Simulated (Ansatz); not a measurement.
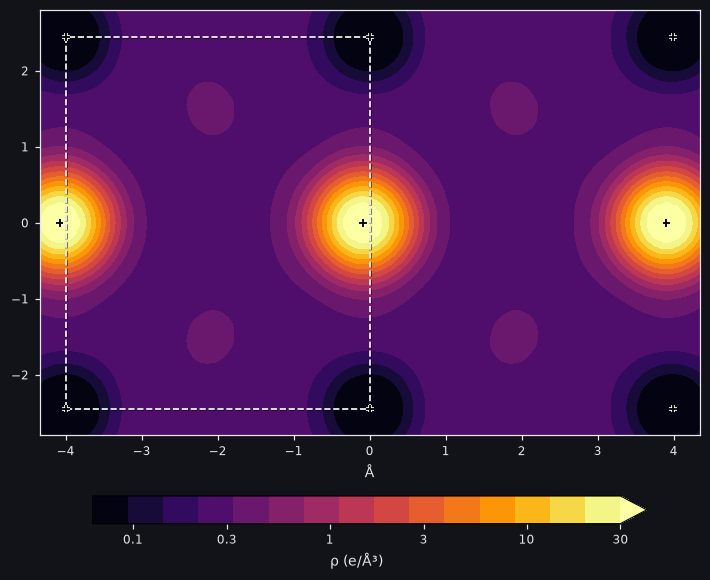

The valence pseudo-density on a plane through atoms (crosses mark nuclei in the plane).

Method: DFT PBEsol, scalar-relativistic, plane waves, PAW in Ansatz 0.2.0.

Candidates:
A. Co, a = 2.46 Å, b = 2.46 Å, c = 3.97 Å, α = 90.00°, β = 90.00°, γ = 120.00°. Space group P6₃/mmc; a structure from a database of computed crystals, not necessarily the ambient phase; spin-polarised.
B. AlCo, a = 2.82 Å, b = 3.99 Å, c = 3.99 Å, α = 90.00°, β = 90.00°, γ = 90.00°. Space group Amm2; a structure from a database of computed crystals, not necessarily the ambient phase; changed on purpose from its base cell (all Al atoms moved +0.087 Å, as atom 1 along Cartesian [1 -1 0]); not relaxed (largest force 0.7 eV/Å); computed without spin polarisation.

Which system is this?

Answer. Candidate B: AlCo on the (110) plane of the conventional cell, which holds Al and Co. Al–Co (2.45 Å): ρ at the midpoint is about 0.33 e/Å³.
